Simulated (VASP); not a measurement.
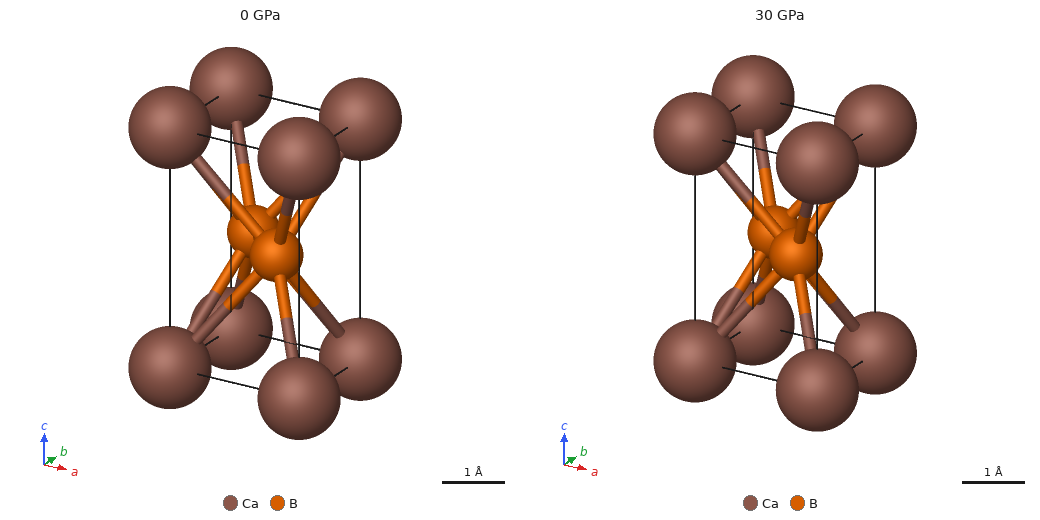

CaB2, AlB₂ type, space group P6/mmm (No. 191), relaxed (cell and atoms) under a series of hydrostatic pressures; the conventional cell is drawn at the lowest and the highest, to one scale (sticks follow a distance rule). The start was a structure listed in the Materials Project. It needn't be the stable form of this composition.

Alike in all runs: VASP 6.6.1; functional LDA; VASP's PAW LDA potentials, release 64 (Ca_sv, B); cutoff 600 eV; k mesh 9 × 9 × 7 on the run's cell of 3 atoms; occupations fermi-dirac, width 0.05 eV; no spin polarisation; no spin-orbit coupling.

| pressure (GPa) | volume (Å³/atom) | a (Å) | c (Å) |
| --- | --- | --- | --- |
| 0.0 | 11.584 | 3.167 | 4.001 |
| 2.0 | 11.418 | 3.152 | 3.982 |
| 5.0 | ? | ? | ? |
| 10.0 | 10.847 | 3.099 | 3.914 |
| 20.0 | 10.285 | 3.044 | 3.844 |
| 30.0 | 9.824 | 2.998 | 3.786 |

Q: What equation of state do the given rows imply, and what volume does it predict for the missing row?

A: The fit gives V0 = 11.58 Å³/atom, B0 = 135 GPa and B0′ = 3.7, which puts the volume at 5.0 GPa at 11.19 Å³/atom. The run gave volume 11.189 Å³/atom; a 3.131 Å; c 3.955 Å.

Q: Which axis yields most up to 30 GPa?

A: The axes shrink nearly alike: a −5.3 %, c −5.4 %, against −15.2 % in volume.

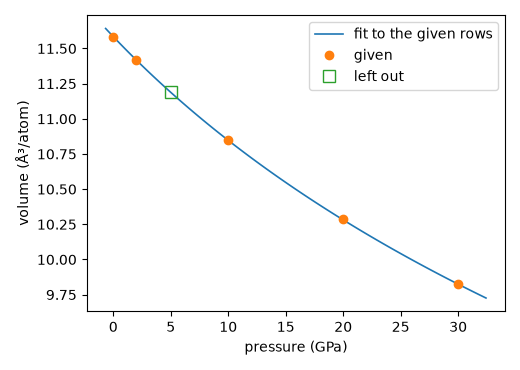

Volume against pressure, with the fit. The structure was kept in its own symmetry, so a change to another phase within this range wouldn't be seen.
